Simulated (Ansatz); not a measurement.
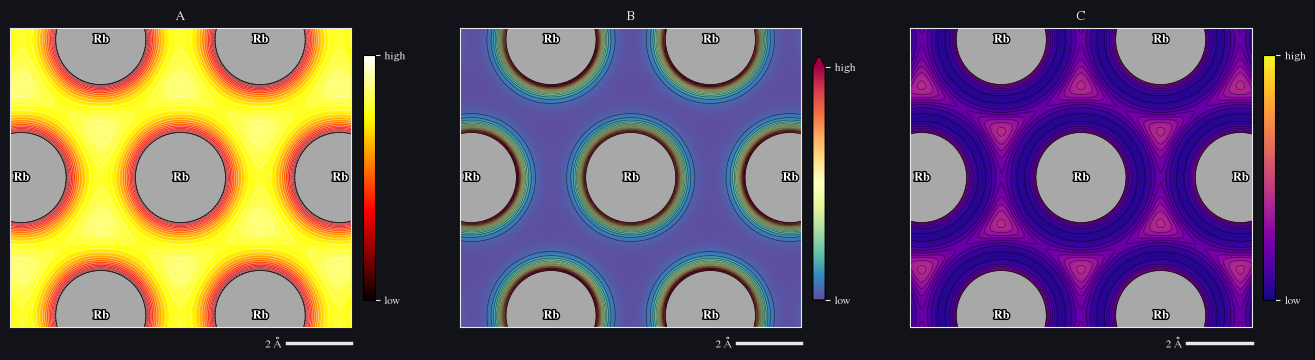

Rb: 3 fields on the (010) plane of the calculation cell, with unlabelled colour scales. Grey discs cover the atomic cores.

Space group Fm-3m; a structure from a database of computed crystals, not necessarily the ambient phase.

Theory: DFT PBE+D3(BJ), scalar-relativistic, plane waves, PAW in Ansatz 0.2.0.

Match the panels to the quantities (electron localisation function, electrostatic potential energy of an electron and valence pseudo-density).

Panel A: electrostatic potential energy of an electron (low next to the atoms, rising into the space between them). Panel B: valence pseudo-density. Panel C: electron localisation function. From the grid: Rb–Rb (4.96 Å): the density is about 0.01 e/Å³ at the midpoint; the ELF is about 0.20 at the midpoint (no localised pair shows between them).
